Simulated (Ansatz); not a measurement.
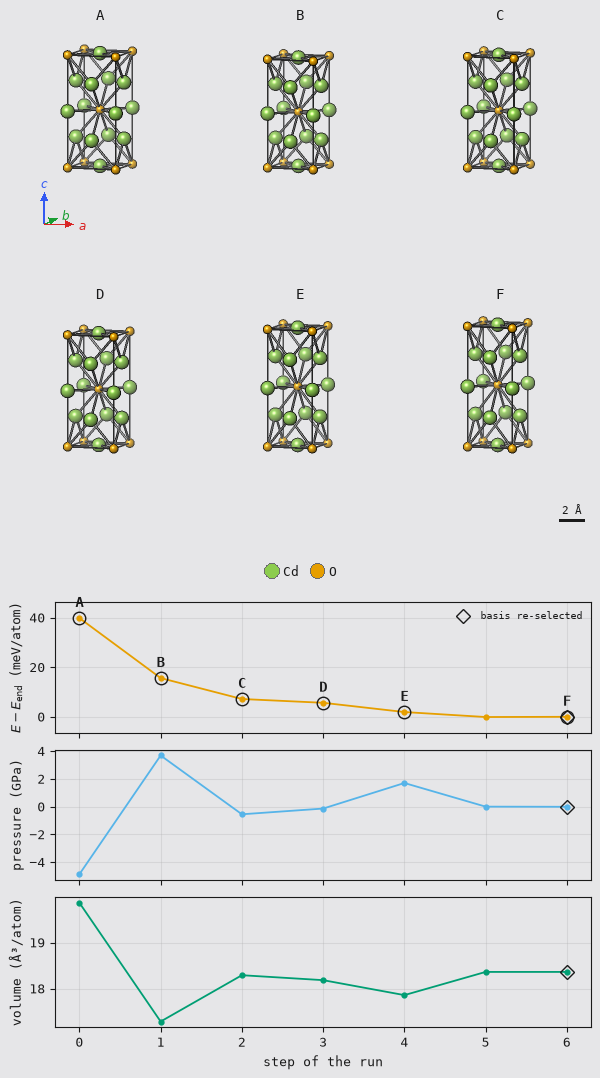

Frames of a relaxation of crystalline Cd3O (built on the TiAl3 (D0_22)_139 type) (coarse preliminary run), marked on the history of the run. Style: ball-and-stick. Shown: the conventional cell (2 times the calculation's cell), slightly off an axis. Lengths and directions refer to the drawn axes.

Case: TiAl3 (D0_22) type (I4/mmm, No. 139).

Level of theory: DFT PBE, scalar-relativistic, plane waves, PAW (Ansatz 0.2.0).

Input
```yaml
crystal:
  lattice:
    - [-2.0717932475, 2.0717932475, 4.6279017995]
    - [2.0717932475, -2.0717932475, 4.6279017995]
    - [2.0717932475, 2.0717932475, -4.6279017995]
  atoms:
    - { symbol: Cd, position: [0.5, 0.5, 0.0] }
    - { symbol: Cd, position: [0.25, 0.75, 0.5] }
    - { symbol: Cd, position: [0.75, 0.25, 0.5] }
    - { symbol: O, position: [0.0, 0.0, 0.0] }
basis:
  ecutwfc: 420
kpoints:
  mp_grid: { grid: [6, 6, 6] }
hamiltonian:
  xc: pbe
scf:
  occupations: { method: gaussian, width: 0.1 }
  lower_state_search: "off"
output:
  forces: true
  stress: true
  eigenvalues: true
relax:
  adjacent_minimum: "off"
  f_tol: 0.04
  max_steps: 70
  cell: { stress_tol: 0.4 }
```

Run as
```bash
ansatz run input.yaml --threads 1 --pin off --max-ram 2560MiB --backend cpu --events-out ev --progress --plain --runs-dir out
```

> What happens along the run?

After 5 accepted moves (6 points after the start) the energy has fallen by 39.8 meV per atom. All forces vanish by symmetry, so only the cell relaxes. Pressure: −4.86 GPa at the start and −0.01 GPa at the end. The SCF was repeated once at an unchanged geometry on a basis and grid sized afresh for the cell, which shifted the energy by 0.1 meV per atom at most. The atoms keep their places relative to the cell (all moves are under 0.005 Å). The volume changes by −7.6 %, with a = b 4.144 → 3.856 Å (−6.9 %), c 9.256 → 9.880 Å (+6.7 %). Some distances before and after: Cd1–O4 2.930 → 2.727 Å, Cd2–Cd3 2.930 → 2.727 Å, Cd2–O4 3.106 → 3.133 Å. The space group stays I4/mmm (No. 139). The run took roughly 60 core-seconds on a shared host. From step 0 to 1: volume −13.0 %, energy −24.2 meV per atom. From step 1 to 2: volume +5.8 %, energy −8.5 meV per atom. From step 2 to 3: volume −0.6 %, energy −1.5 meV per atom. From step 3 to 4: volume −1.8 %, energy −3.7 meV per atom. From step 4 to 6: volume +2.8 %, energy −1.9 meV per atom.

```json
{"step": "0", "E − E(0), meV/atom": "0.00", "pressure, GPa": "-4.86", "volume, Å³/atom": "19.864", "note": ""}
{"step": "1", "E − E(0), meV/atom": "-24.21", "pressure, GPa": "3.69", "volume, Å³/atom": "17.285", "note": ""}
{"step": "2", "E − E(0), meV/atom": "-32.66", "pressure, GPa": "-0.55", "volume, Å³/atom": "18.291", "note": ""}
{"step": "3", "E − E(0), meV/atom": "-34.19", "pressure, GPa": "-0.13", "volume, Å³/atom": "18.184", "note": ""}
{"step": "4", "E − E(0), meV/atom": "-37.92", "pressure, GPa": "1.71", "volume, Å³/atom": "17.859", "note": ""}
{"step": "5", "E − E(0), meV/atom": "-39.93", "pressure, GPa": "0.00", "volume, Å³/atom": "18.363", "note": ""}
{"step": "6", "E − E(0), meV/atom": "-39.84", "pressure, GPa": "-0.01", "volume, Å³/atom": "18.363", "note": "same geometry, new basis"}
```
